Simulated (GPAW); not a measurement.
# C K ELNES/XANES of rock-salt (TiC)₁₋ₓ(ZrC)ₓ at x = 1 from DFT, part 2 of 2

Aim: the C K edge in rock-salt (TiC)₁₋ₓ(ZrC)ₓ at x = 1, one member of a composition series.

GPAW 26.7.0; X-ray absorption from dipole matrix elements to empty bands, plane-wave PAW LDA.

So far. Step 2 (The field without a hole): The mesh shows no gap, so the system is treated as a metal and the core electron is put at the Fermi level (neutral cell).

## 4. Spectrum with XCH, C atom 2

The holes are 6.6 Å apart. In GPAW the data set carries the hole's charge, so charge=0 means a charged cell and charge=-1 a neutral one. The excited electron is kept in the cell, where it fills the lowest empty states and screens the hole. After the field has converged, empty bands are computed with the density fixed and the dipole matrix elements are summed.

The absorber has 6 Zr at 2.35 Å (octahedral).

xas.py reads:

```python
import numpy as np
from ase import Atoms
from ase.parallel import parprint, paropen
from gpaw import GPAW, PW, FermiDirac, Mixer, MixerDif, setup_paths
from gpaw.test import gen
setup_paths.insert(0, '.')
gen('C', name='fch1s', xcname='LDA', corehole=(1, 0, 1), write_xml=True)
from gpaw.mpi import world
world.barrier()

atoms = Atoms('ZrCZrCZrCZrCZrCZrCZrCZrC',
    cell=[[0, 4.7, 4.7],
     [4.7, 0, 4.7],
     [4.7, 4.7, 0]],
    scaled_positions=[[0, 0, 0],
     [0.75, 0.25, 0.25],
     [0, 0, 0.5],
     [0.75, 0.25, 0.75],
     [0, 0.5, 0],
     [0.75, 0.75, 0.25],
     [0, 0.5, 0.5],
     [0.75, 0.75, 0.75],
     [0.5, 0, 0],
     [0.25, 0.25, 0.25],
     [0.5, 0, 0.5],
     [0.25, 0.25, 0.75],
     [0.5, 0.5, 0],
     [0.25, 0.75, 0.25],
     [0.5, 0.5, 0.5],
     [0.25, 0.75, 0.75]],
    pbc=True)
atoms.calc = calc = GPAW(legacy_gpaw=True, mode=PW(500, force_complex_dtype=True), xc='LDA', setups={1: 'fch1s'},
    kpts={'size': (4, 4, 4), 'gamma': True}, occupations=FermiDirac(0.1),
    charge=-1, mixer=Mixer(0.1, 5, 50), maxiter=150,
    convergence={'density': 0.0001, 'eigenstates': 1e-6}, txt='scf.txt')
energy = atoms.get_potential_energy() + calc.get_reference_energy()
ef = calc.get_fermi_level()
out = dict(energy=energy, fermi=ef, forces=atoms.get_forces().tolist())
parprint(f'all-electron energy {energy:.4f} eV, Fermi level {ef:.4f} eV')
ev = np.array([[calc.get_eigenvalues(k, s) for k in range(len(calc.get_ibz_k_points()))] for s in range(calc.get_number_of_spins())])
out['homo'], out['lumo'], out['counts'] = ev[ev < ef].max(), ev[ev > ef].min(), sorted(set((ev < ef).sum((0, 2)).tolist()))
out['filled'] = (ev[:, 0] < ef).sum(1).tolist()

from ase.units import Ha
from gpaw.xas import dipole_matrix_elements
nb = int(calc.get_number_of_electrons() / 2) + 148
top, nb = nb, nb + 8 + nb // 12
nscf = calc.fixed_density(kpts={'size': (6, 6, 6), 'gamma': True}, nbands=nb,
    convergence={'bands': top, 'eigenstates': 5e-3}, maxiter=60, txt='nscf.txt')
cell = atoms.cell.array
ops = [cell.T @ U.T @ np.linalg.inv(cell.T) for U in nscf.wfs.kd.symmetry.op_scc]
E = np.arange(-6, 30, 0.1)
fwhm = np.interp(E, [4, 25], [0.9, 3.5])
Y, X, zero, highest = 0, 0, 1e9, 1e9
for spin in range(nscf.get_number_of_spins()):
    wfs = nscf.wfs
    mine = wfs.bd.get_slice()  # this rank's bands
    A = dipole_matrix_elements(wfs.setups[1])
    eps = np.zeros((wfs.kd.nibzkpts, nb))
    d = np.zeros((3, A.shape[1], wfs.kd.nibzkpts, nb), complex)
    for kpt in wfs.kpt_u:
        if kpt.s == spin and 1 in kpt.P_ani:
            eps[kpt.k, mine] = kpt.eps_n * Ha
            d[:, :, kpt.k, mine] = (kpt.weight * wfs.nspins / 2) ** 0.5 * np.inner(A, kpt.P_ani[1])
    world.sum(eps)
    world.sum(d)
    T = np.einsum('amkn,bmkn->abkn', d, d.conj()).real
    T = sum(np.einsum('ai,ijkn,bj->abkn', R, T, R) for R in ops) / len(ops)
    empty = eps > ef
    zero, highest = min(zero, eps[empty].min()), min(highest, eps[:, top - 1].min())
    lines = [(eps, T, empty)] if spin == 0 else lines + [(eps, T, empty)]
for eps, T, empty in lines:
    f = np.einsum('aakn->akn', T).reshape(3, -1)
    x = eps.ravel() - zero
    w = np.interp(x, E, fwhm) / 2.35482
    g = np.exp(-0.5 * ((E[:, None] - x) / w) ** 2) / (w * (2 * np.pi) ** 0.5)
    Y = Y + (f * empty.ravel()) @ g.T
    X = X + (f * ~empty.ravel()) @ g.T
out.update(E=E.round(2).tolist(), xas=Y.tolist(), xes=X.tolist(), zero=zero, valid=highest - zero, nk=len(eps), nb=nb)
for i in range(0, len(E), 10):
    parprint(f'{E[i]:7.2f}', *(f'{v:10.3e}' for v in Y[:, i]))
import json
with paropen('out.json', 'w') as f:
    json.dump(out, f)
```

The run is started by

```sh
$ OMP_NUM_THREADS=1 mpirun -n 4 gpaw python xas.py
```

Numbers of over 12 decimals in the logs are rounded to 6 here.

Output:

```text
Input parameters:
  charge: -1
  convergence: {density: 0.0001,
                eigenstates: 1e-06}
  kpts: {gamma: True,
         size: (4, 4, 4)}
  maxiter: 150
  mixer: {backend: pulay,
          beta: 0.1,
          method: separate,
          nmaxold: 5,
          weight: 50}
  mode: {ecut: 500.0,
         force_complex_dtype: True,
         name: pw}
  occupations: {fixmagmom: False,
                name: fermi-dirac,
                width: 0.1}
  setups: {1: fch1s}

Initialize ...

[... PAW data sets ...]

Reference energy: -790141.430867  # eV

Spin-paired calculation

[... convergence settings ...]
Symmetries present (total): 8
  [... symmetry matrices ...]

64 k-points: 4 x 4 x 4 Monkhorst-Pack grid + [1/8,1/8,1/8]
13 k-points in the irreducible part of the Brillouin zone
       k-points in crystal coordinates                weights
   0:     0.00000000    0.00000000    0.00000000          1/64
   1:     0.00000000    0.25000000    0.25000000          2/64
   2:     0.00000000    0.50000000    0.50000000          1/64
   3:     0.25000000    0.25000000    0.00000000          4/64
   4:     0.25000000    0.25000000    0.25000000          8/64
   5:     0.25000000    0.50000000   -0.25000000          4/64
   6:     0.25000000    0.50000000    0.25000000          8/64
   7:     0.25000000    0.50000000    0.50000000          8/64
   8:     0.50000000    0.25000000   -0.25000000          2/64
   9:     0.50000000    0.25000000    0.25000000          4/64
          ...
  12:     0.50000000    0.50000000    0.50000000          4/64

Wave functions: Plane wave expansion
  Cutoff energy: 500.000 eV
  Number of coefficients (min, max): 5209, 5297
  Pulay-stress correction: 0.000000 eV/Ang^3 (de/decut=0.000000)
  Using FFTW library
  Wavefunction extrapolation:
    Improved wavefunction reuse through dual PAW basis

Occupation numbers: Fermi-Dirac:
  width: 0.1000  # eV

Eigensolver
   Davidson(niter=2)

Densities:
  Coarse grid: 35*35*35 grid
  Fine grid: 70*70*70 grid
  Total Charge: 0.000000

Density mixing:
  Method: separate
  Backend: pulay
  Linear mixing parameter: 0.1
  old densities: 5
  Width of damping distribution: 1.1
  Damping of long wavelength oscillations: 50

[... Hamiltonian set-up ...]
Number of atoms: 16
Number of atomic orbitals: 136
Number of bands in calculation: 82
Number of valence electrons: 129
Bands to converge: occupied

... initialized

Initializing position-dependent things.

Density initialized from atomic densities
Creating initial wave functions:
  82 bands from LCAO basis set

                             C
                      C

                       C
                C     Zr   C

              Zr    C
                Zr    C

         Zr   C     Zr
             Zr

              Zr
       Zr

Atomic positions and initial magnetic moments

Positions:
   0 Zr     0.000000    0.000000    0.000000    ( 0.0000,  0.0000,  0.0000)
   1 C      2.350000    4.700000    4.700000    ( 0.0000,  0.0000,  0.0000)
   2 Zr     2.350000    2.350000    0.000000    ( 0.0000,  0.0000,  0.0000)
   3 C      4.700000    7.050000    4.700000    ( 0.0000,  0.0000,  0.0000)
   4 Zr     2.350000    0.000000    2.350000    ( 0.0000,  0.0000,  0.0000)
   5 C      4.700000    4.700000    7.050000    ( 0.0000,  0.0000,  0.0000)
   6 Zr     4.700000    2.350000    2.350000    ( 0.0000,  0.0000,  0.0000)
[...]
13 C      4.700000    2.350000    4.700000    ( 0.0000,  0.0000,  0.0000)
  14 Zr     4.700000    4.700000    4.700000    ( 0.0000,  0.0000,  0.0000)
  15 C      7.050000    4.700000    4.700000    ( 0.0000,  0.0000,  0.0000)

Unit cell:
           periodic     x           y           z      points  spacing
  1. axis:    yes    0.000000    4.700000    4.700000    35     0.1551
  2. axis:    yes    4.700000    0.000000    4.700000    35     0.1551
  3. axis:    yes    4.700000    4.700000    0.000000    35     0.1551

  Lengths:   6.646804   6.646804   6.646804
  Angles:   60.000000  60.000000  60.000000

Effective grid spacing dv^(1/3) = 0.1692

iter:   1  -202.812746
iter:   2  -189.573273   -0.42  -0.87
iter:   3  -178.392838   +0.07  -1.00
iter:   4  -178.482839   -1.16  -1.46
iter:   5  -178.649063   -1.79  -1.45
iter:   6  -178.688342   -0.97  -1.49
iter:   7  -178.288718   -1.66  -1.97
iter:   8  -178.294222   -2.66  -2.12
iter:   9  -178.278765c  -3.22  -2.63
iter:  10  -178.277616c  -2.93  -2.64
iter:  11  -178.276531c  -4.19  -3.05
iter:  12  -178.275932c  -4.07  -3.23
iter:  13  -178.275840c  -5.30  -3.48
iter:  14  -178.275854c  -4.84  -3.68
iter:  15  -178.275831c  -6.08c -4.03c

Converged after 15 iterations.

Dipole moment: (-0.074370, 0.000000, 0.000000) |e|*Ang

Energy contributions relative to reference atoms: (reference = -790141.430867)

Kinetic:        +94.629638
Potential:     -118.892854
External:        +0.000000
XC:            -156.659380
Entropy (-ST):   -0.110117
Local:           +2.701822
SIC:             +0.000000
--------------------------
Free energy:   -178.330890
Extrapolated:  -178.275831

Showing only first 2 kpts
 Kpt  Band  Eigenvalues  Occupancy
  0    62     10.31357    1.54935
  0    63     10.31357    1.54934
  0    64     11.02301    0.00569
  0    65     11.02301    0.00569

  1    62      9.71851    1.99849
  1    63     10.13356    1.90826
  1    64     10.13356    1.90826
[...]
Fermi level: 10.43706

No gap
No difference between direct/indirect transitions

Forces in eV/Ang:
  0 Zr   -0.11271    0.00000    0.00000
  1 C     0.00005    0.00000    0.00000
  2 Zr    0.00001    0.11267    0.00000
  3 C    -0.00000   -0.00001    0.00000
  4 Zr    0.00001    0.00000    0.11267
  5 C    -0.00000    0.00000   -0.00001
  6 Zr   -0.00000   -0.00000    0.00000
[...]
13 C    -0.00000    0.00001    0.00000
 14 Zr    0.11270    0.00000    0.00000
 15 C    -0.00000    0.00000    0.00000
Scalar-relativistic atomic LDA calculation for C (Carbon, Z=6)
Core hole in 1s state (1s occupation: 1.0)
300 radial gridpoints.
|------------------------------------------------|
|------------------------------------------------|
[... the atom generator's iteration count ...]

Energy contributions:
-------------------------
Kinetic:      +26.191319
XC:            -3.250568
Potential:    -49.301465
-------------------------
Total:        -26.360713

state      eigenvalue         ekin         rmax
-----------------------------------------------
1s^1.0 :   -12.242791    17.075241        0.169
2s^2.0 :    -1.088966     2.357774        1.067
2p^2.0 :    -0.788324     2.200265        0.916
-----------------------------------------------
(units: Bohr and Hartree)

Generating PAW setup
Kinetic energy of the core from tauc = 17.083225
Cutoffs:
rc(s)=1.200
rc(p)=1.200
rc(d)=1.200
rc(vbar)=1.080
rc(comp)=1.200
rc(nct)=1.200

Kinetic energy of the core states: 17.075241
Charge: 1.0
Core electrons: 1.0
Valence electrons: 4.0
Pseudo-core charge: 0.009839
Shape function alpha=6.944
Pseudo-electron charge 3.948111
state    eigenvalue         norm
--------------------------------
2s(2) :    -1.088966     1.079442
*s    :    -0.088966
2p(2) :    -0.788324     0.889693
*p    :     0.211676
*d    :     0.000000
--------------------------------

Diagonalizing with gridspacing h=0.050

state   all-electron     PAW
-------------------------------
2s:      -1.088966    -1.089850
2p:      -0.788324    -0.789871
*d:                   -0.068511
*f:                   -0.014334
-------------------------------
all-electron energy -790319.7067 eV, Fermi level 10.4371 eV
[...]
27.00  3.181e-04  3.181e-04  3.181e-04
  28.00  2.755e-04  2.755e-04  2.755e-04
  29.00  2.016e-04  2.016e-04  2.016e-04
```

Elapsed: 5.4 min, on 4 MPI ranks of Arm Neoverse V1, shared host; peak memory 0.66 GiB; 21 min of CPU time.

The C K spectrum, C atom 2, excited-electron core hole (neutral cell) (energy from the lowest empty level; intensity scaled to a mean of 1 over the first 20 eV):

```tsv
E (eV)	intensity
-2.0	0.00
-0.5	0.09
1.0	0.82
2.5	1.25
4.0	1.99
5.5	0.82
7.0	1.03
8.5	1.79
10.0	1.40
11.5	1.13
13.0	1.27
14.5	0.68
16.0	0.42
17.5	0.28
19.0	0.30
20.5	0.34
22.0	0.44
23.5	0.70
25.0	1.04
26.5	1.35
28.0	1.17
29.5	0.71
```

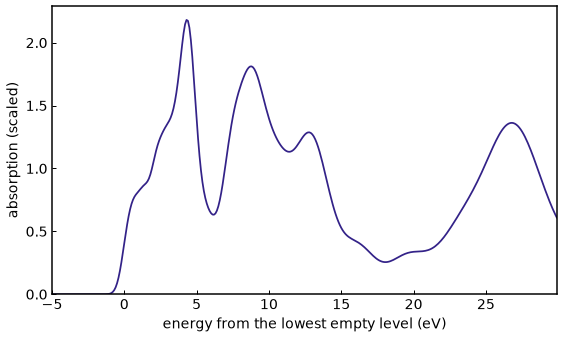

The C K edge, C atom 2, excited-electron core hole (neutral cell): main maxima at 4.3, 8.8 and 12.8 eV.

Main maxima below 24 eV (height): 4.3 eV (2.18), 8.8 eV (1.81) and 12.8 eV (1.29). A K edge sees empty p states; the first features are C p mixed into the empty d states of the Zr neighbours, and the broad ones above probably into the cations' higher empty bands.

The total-energy difference is 284.83 eV. One term is added: -6.67 eV, since the hole is spin-paired here and a spin-polarised one costs that much less in the free atom (computed apart). The photon energy is then 278.16 eV. The functional leaves an error in such absolute values: in the free atom LDA prices this hole 2.9 eV below PBE (computed apart), and PBE is itself good to a few eV.

## 5. Summary of results

```yaml
absorber_and_edge: C K, atom 2 of the ground-state input (counted from 1)
surroundings: 6 Zr at 2.35 Å (octahedral)
highest_intensity_below_16_ev: 4.3 eV above the zero, height 2.18
photon_energy_of_the_zero_with_the_added_terms: 278.2 eV (raw 284.8 eV; LDA puts this hole about 3 eV below PBE, itself good to a few eV)
```

In words: The C K edge of atom 2, with 6 Zr at 2.35 Å (octahedral), has its highest intensity of the first 16 eV at 4.3 eV above the zero, near 282 eV in photon energy (LDA puts this hole about 3 eV below PBE, itself good to a few eV), 2.2 times the mean level of the first 20 eV (Gaussian full width 0.9 eV up to 4 eV, rising linearly to 3.5 eV at 25 eV).

[Banner, clock and machine lines of the logs are left out without a mark of their own.]

[Logs are printed without paths, hosts, clocks, repeated set-up lines and the standing remarks that a program may print on its own settings, such as how far it seeks lower states.]

[Hosts, paths, dates, database ids (printed as entryN), source tags and the programs' standing remarks are cut or masked in the printed files.]

[Lists of maxima count a maximum above −3 eV only where it reaches 4 % of the highest in the window and stands out from its surroundings by 2 % of it (1.5 % where it reaches 55 %); shoulders and weaker maxima are passed over, and of the rest the first, up to two pre-edge ones and the few strongest are named.]
